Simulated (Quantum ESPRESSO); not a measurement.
## CsSnI₃: band-structure run (part 1 of 2)

- system: CsSnI₃ (Pm-3m, 5 atoms in the cell)
- method: Kohn-Sham DFT of a periodic cell, r2SCAN, SG15 PBE 1.2, no spin polarisation (Quantum ESPRESSO 7.5)

The structure derives from an entry of the Crystallography Open Database.

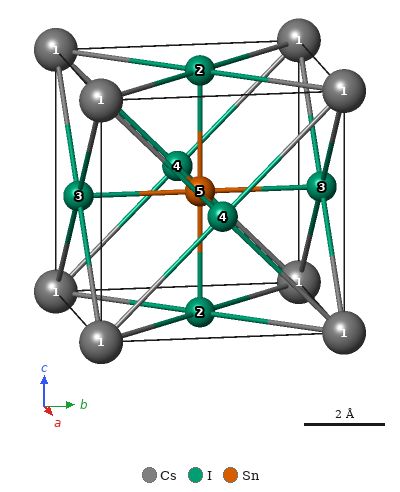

Fig. 1: The structure as given in the input (ball-and-stick view of the cell of the calculation, seen slightly off an axis; atoms are numbered from 1 in the order of the input). An atom can appear more than once, as a periodic image. Near neighbours in the periodic cell (some may lie outside the picture): Cs has 12 I at 4.39 Å; I has 4 Cs at 4.39 Å and 2 Sn at 3.10 Å; Sn has 6 I at 3.10 Å.

### Results in brief

- outcome: converged
- space group (tolerance 0.01 Å): Pm-3m (221)
- electrons treated: 74
- free energy: −10267.3595 eV
- Fermi energy: 5.831 eV
- gap on the k-point mesh: 3.41 eV
- gap on the band path: 0.75 eV
- pressure: −0.61 GPa
- largest force (length of the vector): under 0.001 eV/Å
- hardware: 2 threads of Intel Xeon (Granite Rapids), 32 GiB of memory available, shared host
- wall time: 19 min (CPU time 38 min)
- peak memory: 1.1 GiB

### Remarks

Further notes kept with the run: potentials made for another functional. Notes on the run: SCF correction compared to forces is large. Points of doubt noted for this run: potentials made for another functional.

### The input
```
&CONTROL
  calculation = 'scf'
  prefix = 'pwscf'
  outdir = './tmp'
  pseudo_dir = './pseudo'
  tprnfor = .true.
  tstress = .true.
  disk_io = 'low'
/
&SYSTEM
  ibrav = 0
  nat = 5
  ntyp = 3
  ecutwfc = 75
  nbnd = 49
  input_dft = 'r2scan'
  occupations = 'smearing'
  smearing = 'fd'
  degauss = 0.00367493
  nosym = .true.
/
&ELECTRONS
  conv_thr = 1d-08
  electron_maxstep = 120
  mixing_beta = 0.5
/
ATOMIC_SPECIES
Cs   132.9055 Cs_ONCV_PBE-1.2.upf
I    126.9045 I_ONCV_PBE-1.2.upf
Sn   118.7100 Sn_ONCV_PBE-1.2.upf
CELL_PARAMETERS angstrom
   6.2057000000    0.0000000000    0.0000000000
   0.0000000000    6.2057000000    0.0000000000
   0.0000000000    0.0000000000    6.2057000000
ATOMIC_POSITIONS crystal
Cs     0.0000000000    0.0000000000    0.0000000000
I      0.5000000000    0.5000000000    0.0000000000
I      0.5000000000    0.0000000000    0.5000000000
I      0.0000000000    0.5000000000    0.5000000000
Sn     0.5000000000    0.5000000000    0.5000000000
K_POINTS automatic
3 3 3 0 0 0
```

### File bands.in
```
&CONTROL
  calculation = 'bands'
  prefix = 'pwscf'
  outdir = './tmp'
  pseudo_dir = './pseudo'
  disk_io = 'low'
  verbosity = 'high'
/
&SYSTEM
  ibrav = 0
  nat = 5
  ntyp = 3
  ecutwfc = 75
  nbnd = 49
  input_dft = 'r2scan'
  occupations = 'smearing'
  smearing = 'fd'
  degauss = 0.00367493
  nosym = .true.
/
&ELECTRONS
  conv_thr = 1d-08
  electron_maxstep = 120
  mixing_beta = 0.5
  diago_full_acc = .true.
  startingwfc = 'random'
/
ATOMIC_SPECIES
Cs   132.9055 Cs_ONCV_PBE-1.2.upf
I    126.9045 I_ONCV_PBE-1.2.upf
Sn   118.7100 Sn_ONCV_PBE-1.2.upf
CELL_PARAMETERS angstrom
   6.2057000000    0.0000000000    0.0000000000
   0.0000000000    6.2057000000    0.0000000000
   0.0000000000    0.0000000000    6.2057000000
ATOMIC_POSITIONS crystal
Cs     0.0000000000    0.0000000000    0.0000000000
I      0.5000000000    0.5000000000    0.0000000000
I      0.5000000000    0.0000000000    0.5000000000
I      0.0000000000    0.5000000000    0.5000000000
Sn     0.5000000000    0.5000000000    0.5000000000
K_POINTS crystal
60
 0.0000000000  0.0000000000  0.0000000000 1
 0.0000000000  0.0714285714  0.0000000000 1
 0.0000000000  0.1428571429  0.0000000000 1
 0.0000000000  0.2142857143  0.0000000000 1
 0.0000000000  0.2857142857  0.0000000000 1
 0.0000000000  0.3571428571  0.0000000000 1
 0.0000000000  0.4285714286  0.0000000000 1
 0.0000000000  0.5000000000  0.0000000000 1
 0.0714285714  0.5000000000  0.0000000000 1
 0.1428571429  0.5000000000  0.0000000000 1
 0.2142857143  0.5000000000  0.0000000000 1
 0.2857142857  0.5000000000  0.0000000000 1
 0.3571428571  0.5000000000  0.0000000000 1
 0.4285714286  0.5000000000  0.0000000000 1
 0.5000000000  0.5000000000  0.0000000000 1
 0.4545454545  0.4545454545  0.0000000000 1
 0.4090909091  0.4090909091  0.0000000000 1
 0.3636363636  0.3636363636  0.0000000000 1
 0.3181818182  0.3181818182  0.0000000000 1
 0.2727272727  0.2727272727  0.0000000000 1
 0.2272727273  0.2272727273  0.0000000000 1
 0.1818181818  0.1818181818  0.0000000000 1
 0.1363636364  0.1363636364  0.0000000000 1
 0.0909090909  0.0909090909  0.0000000000 1
 0.0454545455  0.0454545455  0.0000000000 1
 0.0000000000  0.0000000000  0.0000000000 1
 0.0357142857  0.0357142857  0.0357142857 1
 0.0714285714  0.0714285714  0.0714285714 1
 0.1071428571  0.1071428571  0.1071428571 1
 0.1428571429  0.1428571429  0.1428571429 1
 0.1785714286  0.1785714286  0.1785714286 1
 0.2142857143  0.2142857143  0.2142857143 1
 0.2500000000  0.2500000000  0.2500000000 1
 0.2857142857  0.2857142857  0.2857142857 1
 0.3214285714  0.3214285714  0.3214285714 1
 0.3571428571  0.3571428571  0.3571428571 1
 0.3928571429  0.3928571429  0.3928571429 1
 0.4285714286  0.4285714286  0.4285714286 1
 0.4642857143  0.4642857143  0.4642857143 1
 0.5000000000  0.5000000000  0.5000000000 1
 0.4545454545  0.5000000000  0.4545454545 1
 0.4090909091  0.5000000000  0.4090909091 1
 0.3636363636  0.5000000000  0.3636363636 1
 0.3181818182  0.5000000000  0.3181818182 1
 0.2727272727  0.5000000000  0.2727272727 1
 0.2272727273  0.5000000000  0.2272727273 1
 0.1818181818  0.5000000000  0.1818181818 1
 0.1363636364  0.5000000000  0.1363636364 1
 0.0909090909  0.5000000000  0.0909090909 1
 0.0454545455  0.5000000000  0.0454545455 1
 0.0000000000  0.5000000000  0.0000000000 1
 0.5000000000  0.5000000000  0.0000000000 1
 0.5000000000  0.5000000000  0.0625000000 1
 0.5000000000  0.5000000000  0.1250000000 1
 0.5000000000  0.5000000000  0.1875000000 1
 0.5000000000  0.5000000000  0.2500000000 1
 0.5000000000  0.5000000000  0.3125000000 1
 0.5000000000  0.5000000000  0.3750000000 1
 0.5000000000  0.5000000000  0.4375000000 1
 0.5000000000  0.5000000000  0.5000000000 1
```

Command:
```bash
OMP_NUM_THREADS=1 mpirun -n 2 pw.x -nk 2 -in pw.in > pw.out
OMP_NUM_THREADS=1 mpirun -n 2 pw.x -nk 2 -in bands.in > bands.out
```

### Output
```
This program is part of the open-source Quantum ESPRESSO suite
     for quantum simulation of materials; please cite
         "P. Giannozzi et al., J. Phys.:Condens. Matter 21 395502 (2009);
         "P. Giannozzi et al., J. Phys.:Condens. Matter 29 465901 (2017);
         "P. Giannozzi et al., J. Chem. Phys. 152 154105 (2020);
          URL
     in publications or presentations arising from this work. More details at

     IMPORTANT: XC functional enforced from input :
     Exchange-correlation= R2SCAN
                           (   0   0   0   0   0 497 498)
     Any further DFT definition will be discarded
     Please, verify this is what you really want

     K-points division:     npool     =       2
     Subspace diagonalization in iterative solution of the eigenvalue problem:
     a serial algorithm will be used

     G-vector sticks info
     --------------------
     sticks:   dense  smooth     PW     G-vecs:    dense   smooth      PW
     Sum        3297    3297    877               141505   141505   19597

     Using Slab Decomposition

     bravais-lattice index     =            0
     lattice parameter (alat)  =      11.7271  a.u.
     unit-cell volume          =    1612.7570 (a.u.)^3
     number of atoms/cell      =            5
     number of atomic types    =            3
     number of electrons       =        74.00
     number of Kohn-Sham states=           49
     kinetic-energy cutoff     =      75.0000  Ry
     charge density cutoff     =     300.0000  Ry
     scf convergence threshold =      1.0E-08
     mixing beta               =       0.5000
     number of iterations used =            8  plain     mixing
     Exchange-correlation= R2SCAN
                           (   0   0   0   0   0 497 498)

     celldm(1)=  11.727073  celldm(2)=   0.000000  celldm(3)=   0.000000
     celldm(4)=   0.000000  celldm(5)=   0.000000  celldm(6)=   0.000000

     crystal axes: (cart. coord. in units of alat)
               a(1) = (   1.000000   0.000000   0.000000 )
               a(2) = (   0.000000   1.000000   0.000000 )
               a(3) = (   0.000000   0.000000   1.000000 )

     reciprocal axes: (cart. coord. in units 2 pi/alat)
               b(1) = (  1.000000  0.000000  0.000000 )
               b(2) = (  0.000000  1.000000  0.000000 )
               b(3) = (  0.000000  0.000000  1.000000 )

     PseudoPot. # 1 for Cs read from file:
     Cs_ONCV_PBE-1.2.upf
     Pseudo is Norm-conserving, Zval =  9.0
     Generated using ONCVPSP code by D. R. Hamann
     Using radial grid of  602 points,  6 beta functions with:
                l(1) =   0
                l(2) =   0
                l(3) =   1
                l(4) =   1
                l(5) =   2
                l(6) =   2

     PseudoPot. # 2 for I  read from file:
     I_ONCV_PBE-1.2.upf
     Pseudo is Norm-conserving, Zval = 17.0
     Generated using ONCVPSP code by D. R. Hamann
     Using radial grid of  602 points,  6 beta functions with:
                l(1) =   0
                l(2) =   0
                l(3) =   1
                l(4) =   1
                l(5) =   2
                l(6) =   2

     PseudoPot. # 3 for Sn read from file:
     Sn_ONCV_PBE-1.2.upf
     Pseudo is Norm-conserving, Zval = 14.0
     Generated using ONCVPSP code by D. R. Hamann
     Using radial grid of  602 points,  6 beta functions with:
                l(1) =   0
                l(2) =   0
                l(3) =   1
                l(4) =   1
                l(5) =   2
                l(6) =   2

     atomic species   valence    mass     pseudopotential
     Cs                9.00   132.90550     Cs( 1.00)
     I                17.00   126.90450     I ( 1.00)
     Sn               14.00   118.71000     Sn( 1.00)

     No symmetry found

   Cartesian axes

     site n.     atom                  positions (alat units)
         1        Cs     tau(   1) = (   0.0000000   0.0000000   0.0000000  )
         2        I      tau(   2) = (   0.5000000   0.5000000   0.0000000  )
         3        I      tau(   3) = (   0.5000000   0.0000000   0.5000000  )
         4        I      tau(   4) = (   0.0000000   0.5000000   0.5000000  )
         5        Sn     tau(   5) = (   0.5000000   0.5000000   0.5000000  )

     number of k points=    14  Fermi-Dirac smearing, width (Ry)=  0.0037
                       cart. coord. in units 2pi/alat
        k(    1) = (   0.0000000   0.0000000   0.0000000), wk =   0.0740741
        k(    2) = (   0.0000000   0.0000000   0.3333333), wk =   0.1481481
        k(    3) = (   0.0000000   0.3333333   0.0000000), wk =   0.1481481
        k(    4) = (   0.0000000   0.3333333   0.3333333), wk =   0.1481481
        k(    5) = (   0.0000000   0.3333333  -0.3333333), wk =   0.1481481
        k(    6) = (   0.3333333   0.0000000   0.0000000), wk =   0.1481481
        k(    7) = (   0.3333333   0.0000000   0.3333333), wk =   0.1481481
        k(    8) = (   0.3333333   0.0000000  -0.3333333), wk =   0.1481481
        k(    9) = (   0.3333333   0.3333333   0.0000000), wk =   0.1481481
        k(   10) = (   0.3333333   0.3333333   0.3333333), wk =   0.1481481
        k(   11) = (   0.3333333   0.3333333  -0.3333333), wk =   0.1481481
        k(   12) = (   0.3333333  -0.3333333   0.0000000), wk =   0.1481481
        k(   13) = (   0.3333333  -0.3333333   0.3333333), wk =   0.1481481
        k(   14) = (   0.3333333  -0.3333333  -0.3333333), wk =   0.1481481

     Dense  grid:   141505 G-vectors     FFT dimensions: (  72,  72,  72)

     WARNING: libxc functional with ID  497 depends
      on external parameters: check the user_guide of
      QE if you need to modify them or to check their
      default values.

     WARNING: libxc functional with ID  498 depends
      on external parameters: check the user_guide of
      QE if you need to modify them or to check their
      default values.

     Initial potential from superposition of free atoms

     starting charge      73.4496, renormalised to      74.0000
     Starting wfcs are random

     Self-consistent Calculation

     iteration #  1     ecut=    75.00 Ry     beta= 0.50
     Davidson diagonalization with overlap
     ethr =  1.00E-02,  avg # of iterations =  9.5

     total energy              =    -754.29311186 Ry
     estimated scf accuracy    <     116.34217208 Ry

     iteration #  2     ecut=    75.00 Ry     beta= 0.50
     Davidson diagonalization with overlap
     ethr =  1.00E-02,  avg # of iterations =  1.0

     total energy              =    -754.61939483 Ry
     estimated scf accuracy    <      32.27240914 Ry

     iteration #  3     ecut=    75.00 Ry     beta= 0.50
     Davidson diagonalization with overlap
     ethr =  1.00E-02,  avg # of iterations =  1.0

     total energy              =    -754.63544832 Ry
     estimated scf accuracy    <       0.06250188 Ry

     iteration #  4     ecut=    75.00 Ry     beta= 0.50
     Davidson diagonalization with overlap
     ethr =  8.45E-05,  avg # of iterations =  7.7

     total energy              =    -754.63680020 Ry
     estimated scf accuracy    <       0.00322566 Ry

     iteration #  5     ecut=    75.00 Ry     beta= 0.50
     Davidson diagonalization with overlap
     ethr =  4.36E-06,  avg # of iterations =  7.5

     total energy              =    -754.63698334 Ry
     estimated scf accuracy    <       0.00101077 Ry

     iteration #  6     ecut=    75.00 Ry     beta= 0.50
     Davidson diagonalization with overlap
     ethr =  1.37E-06,  avg # of iterations =  1.1
```
